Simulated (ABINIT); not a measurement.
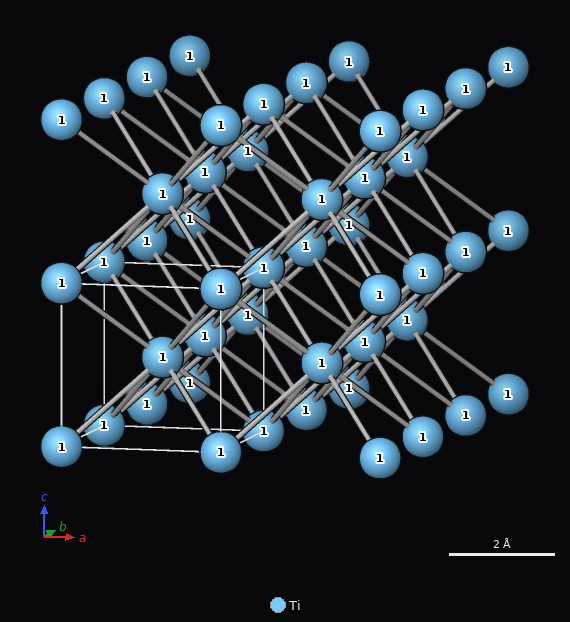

The structure (ball-and-stick view of the cell 2 times as large as that of the calculation, set on its symmetry axes, repeated 2 × 3 × 2, seen slightly off an axis; atoms are numbered from 1 in the order of the input). An atom can appear more than once, as a periodic image.

Ti: positron calculation (part 1 of 2)

- system: Ti (Im-3m, 1 atom in the cell)
- method: Kohn-Sham DFT of a periodic cell, LDA, JTH PAW LDA v2.0, no spin polarisation (ABINIT 10.8.3)

The structure derives from an entry of the Crystallography Open Database.

Log
```
.Version 10.8.3 of ABINIT
 DATASET    1 : space group Im -3 m (#229); Bravais cI (body-center cubic)
================================================================================
 Values of the parameters that define the memory need for DATASET  1.
     intxc =       0    ionmov =       0      iscf =      17    lmnmax =      18
     lnmax =       6     mgfft =      20  mpssoang =       3    mqgrid =    3001
     natom =       1  nloc_mem =       2    nspden =       1   nspinor =       1
    nsppol =       1      nsym =      48    n1xccc =       1    ntypat =       1
    occopt =       7   xclevel =       1
       mpw =         315          nfft =        8000          nkpt =          29
 PAW method is used; the additional fine FFT grid is defined by:
   mgfftf=        27    nfftf =     19683
================================================================================
================================================================================

 DATASET    2 : space group Im -3 m (#229); Bravais cI (body-center cubic)
================================================================================
 Values of the parameters that define the memory need for DATASET  2.
     intxc =       0    ionmov =       0      iscf =      17    lmnmax =      18
     lnmax =       6     mgfft =      20  mpssoang =       3    mqgrid =    3001
     natom =       1  nloc_mem =       2    nspden =       1   nspinor =       1
    nsppol =       1      nsym =      48    n1xccc =       1    ntypat =       1
    occopt =       2   xclevel =       1
       mpw =         161          nfft =        8000          nkpt =           1
 PAW method is used; the additional fine FFT grid is defined by:
   mgfftf=        27    nfftf =     19683
================================================================================
================================================================================

--------------------------------------------------------------------------------
------------- Echo of variables that govern the present computation ------------
--------------------------------------------------------------------------------
 -outvars: echo values of preprocessed input variables --------
            acell      5.1892763509E+00  5.1892763509E+00  5.1892763509E+00 Bohr
              amu      4.78800000E+01
          chkprim           0
      chksymtnons           0
             ecut      1.50000000E+01 Hartree
           ecutsm      5.00000000E-01 Hartree
           getden1          0
           getden2          1
              ixc           7
      ixcpositron1          1
      ixcpositron2         11
           jdtset        1    2
           kptopt1          1
           kptopt2          0
         kptrlatt        8    0    0      0    8    0      0    0    8
          kptrlen1     4.15142108E+01
          kptrlen2     3.00000000E+01
            natom           1
            nband1         10
            nband2          1
           ndtset           2
            ngfft          20      20      20
          ngfftdg          27      27      27
             nkpt1         29
             nkpt2          1
            nline1          4
            nline2         10
           nnsclo1          0
           nnsclo2          2
            nstep          80
             nsym          48
           ntypat           1
           occopt1          7
           occopt2          2
        optforces1          2
        optforces2          0
        optstress1          1
        optstress2          0
        pawecutdg      3.00000000E+01 Hartree
         positron1          0
         positron2          1
           prtden1          1
           prtden2          0
        prtebands           0
           prteig           0
            prtwf           0
            rprim     -5.7735026920E-01  5.7735026920E-01  5.7735026920E-01
                       5.7735026920E-01 -5.7735026920E-01  5.7735026920E-01
                       5.7735026920E-01  5.7735026920E-01 -5.7735026920E-01
           shiftk1     0.00000000E+00  0.00000000E+00  0.00000000E+00
           shiftk2     5.00000000E-01  5.00000000E-01  5.00000000E-01
          spgroup         229
           toldfe1     0.00000000E+00 Hartree
           toldfe2     1.00000000E-07 Hartree
           tolsym      1.00000000E-06
           tolvrs1     1.00000000E-10
           tolvrs2     0.00000000E+00
           tsmear1     4.99790782E-03 Hartree
           tsmear2     1.00000000E-02 Hartree
            typat      1
           useylm           1
            znucl       22.00000

================================================================================

 chkinp: Checking input parameters for consistency, jdtset=   1.

 chkinp: Checking input parameters for consistency, jdtset=   2.

================================================================================
== DATASET  1 ==================================================================

--- !DatasetInfo
iteration_state: {dtset: 1, }
dimensions: {natom: 1, nkpt: 29, mband: 10, nsppol: 1, nspinor: 1, nspden: 1, mpw: 315, }
cutoff_energies: {ecut:  15.0, pawecutdg:  30.0, }
electrons: {nelect:   1.20000000E+01, charge:   0.00000000E+00, occopt:   7.00000000E+00, tsmear:   4.99790782E-03, }
meta: {optdriver: 0, ionmov: 0, optcell: 0, iscf: 17, paral_kgb: 0, }
...

 Exchange-correlation functional for the present dataset will be:
  LDA: Perdew-Wang 92 LSD fit to Ceperley-Alder data - ixc=7
  J.P.Perdew and Y.Wang, PRB 45, 13244 (1992)

 Real(R)+Recip(G) space primitive vectors, cartesian coordinates (Bohr,Bohr^-1):
 R(1)= -2.9960301  2.9960301  2.9960301  G(1)=  0.0000000  0.1668875  0.1668875
 R(2)=  2.9960301 -2.9960301  2.9960301  G(2)=  0.1668875  0.0000000  0.1668875
 R(3)=  2.9960301  2.9960301 -2.9960301  G(3)=  0.1668875  0.1668875  0.0000000
 Unit cell volume ucvol=  1.0757182E+02 bohr^3
 Angles (23,13,12)=  1.09471221E+02  1.09471221E+02  1.09471221E+02 degrees

 Coarse grid specifications (used for wave-functions):

 getcut: wavevector=  0.0000  0.0000  0.0000  ngfft=  20  20  20
         ecut(hartree)=     15.000   => boxcut(ratio)=   2.21613

 getcut : COMMENT -
  Note that boxcut > 2.2 ; recall that boxcut=Gcut(box)/Gcut(sphere) = 2
  is sufficient for exact treatment of convolution.
  Such a large boxcut is a waste : you could raise ecut
  e.g. ecut=   18.417141 Hartrees makes boxcut=2

 Fine grid specifications (used for densities):

 getcut: wavevector=  0.0000  0.0000  0.0000  ngfft=  27  27  27
         ecut(hartree)=     30.000   => boxcut(ratio)=   2.03508

--- Pseudopotential description ------------------------------------------------
- pspini: atom type   1  psp file is ./Ti.LDA_PW-JTH.xml
 Pseudopotential format is: paw10
 basis_size (lnmax)=  6 (lmn_size= 18), orbitals=   0   0   1   1   2   2
 Spheres core radius: rc_sph= 2.30802695
 Shapefunction is BESSEL type: shapef(r,l)=aa(1,l)*jl(q(1,l)*r)+aa(2,l)*jl(q(2,l)*r)
 Radius for shape functions =  2.01037111
 Compensation charge density is not taken into account in XC energy/potential

   2.98460174E+02                                ecore*ucvol(ha*bohr**3)
--------------------------------------------------------------------------------

================================================================================

--- !BeginCycle
iteration_state: {dtset: 1, }
solver: {iscf: 17, nstep: 80, nline: 4, wfoptalg: 10, }
tolerances: {tolvrs: 1.00E-10, }
...

     iter   Etot(hartree)      deltaE(h)  residm     nres2
 ETOT  1  -57.835242606976    -5.784E+01 5.088E+00 3.893E+00
 ETOT  2  -58.731206537055    -8.960E-01 1.059E-01 1.442E+00
 ETOT  3  -58.724090049629     7.116E-03 2.978E-02 1.959E-02
 ETOT  4  -58.724429381034    -3.393E-04 2.919E-04 6.067E-03
 ETOT  5  -58.724440526143    -1.115E-05 1.402E-04 2.058E-04
 ETOT  6  -58.724440379479     1.467E-07 3.951E-05 6.769E-07
 ETOT  7  -58.724440434632    -5.515E-08 1.647E-06 6.017E-07
 ETOT  8  -58.724440431731     2.902E-09 1.418E-06 7.707E-08
 ETOT  9  -58.724440431249     4.820E-10 9.812E-08 9.084E-11

 At SCF step    9       nres2   =  9.08E-11 < tolvrs=  1.00E-10 =>converged.

 Cartesian components of stress tensor (hartree/bohr^3)
  sigma(1 1)= -8.87929691E-07  sigma(3 2)=  0.00000000E+00
  sigma(2 2)= -8.87929691E-07  sigma(3 1)=  0.00000000E+00
  sigma(3 3)= -8.87929691E-07  sigma(2 1)=  0.00000000E+00

--- !ResultsGS
iteration_state: {dtset: 1, }
comment   : Summary of ground state results
lattice_vectors:
- [ -2.9960301,   2.9960301,   2.9960301, ]
- [  2.9960301,  -2.9960301,   2.9960301, ]
- [  2.9960301,   2.9960301,  -2.9960301, ]
lattice_lengths: [   5.18928,    5.18928,    5.18928, ]
lattice_angles: [109.471, 109.471, 109.471, ] # degrees, (23, 13, 12)
lattice_volume:   1.0757182E+02
convergence: {deltae:  4.820E-10, res2:  9.084E-11, residm:  9.812E-08, diffor: null, }
etotal    :  -5.87244404E+01
entropy   :   0.00000000E+00
fermie    :   3.00113907E-01
cartesian_stress_tensor: # hartree/bohr^3
- [ -8.87929691E-07,   0.00000000E+00,   0.00000000E+00, ]
- [  0.00000000E+00,  -8.87929691E-07,   0.00000000E+00, ]
- [  0.00000000E+00,   0.00000000E+00,  -8.87929691E-07, ]
pressure_GPa:   2.6124E-02
xred      :
- [  0.0000E+00,   0.0000E+00,   0.0000E+00, Ti]
cartesian_forces: # hartree/bohr
- [ -0.00000000E+00,  -0.00000000E+00,  -0.00000000E+00, ]
force_length_stats: {min:   0.00000000E+00, max:   0.00000000E+00, mean:   0.00000000E+00, }
...

 Integrated electronic density in atomic spheres:
 ------------------------------------------------
 Atom  Sphere_radius  Integrated_density
    1        2.30803         10.29517208

================================================================================

 ----iterations are completed or convergence reached----

 Mean square residual over all n,k,spin=   41.051E-11; max=  98.118E-09
 reduced coordinates (array xred) for    1 atoms
       0.000000000000      0.000000000000      0.000000000000
 rms dE/dt=  0.0000E+00; max dE/dt=  0.0000E+00; dE/dt below (all hartree)
    1       0.000000000000      0.000000000000      0.000000000000

 cartesian coordinates (angstrom) at end:
    1      0.00000000000000     0.00000000000000     0.00000000000000

 cartesian forces (hartree/bohr) at end:
    1     -0.00000000000000    -0.00000000000000    -0.00000000000000
 frms,max,avg= 0.0000000E+00 0.0000000E+00   0.000E+00  0.000E+00  0.000E+00 h/b
```
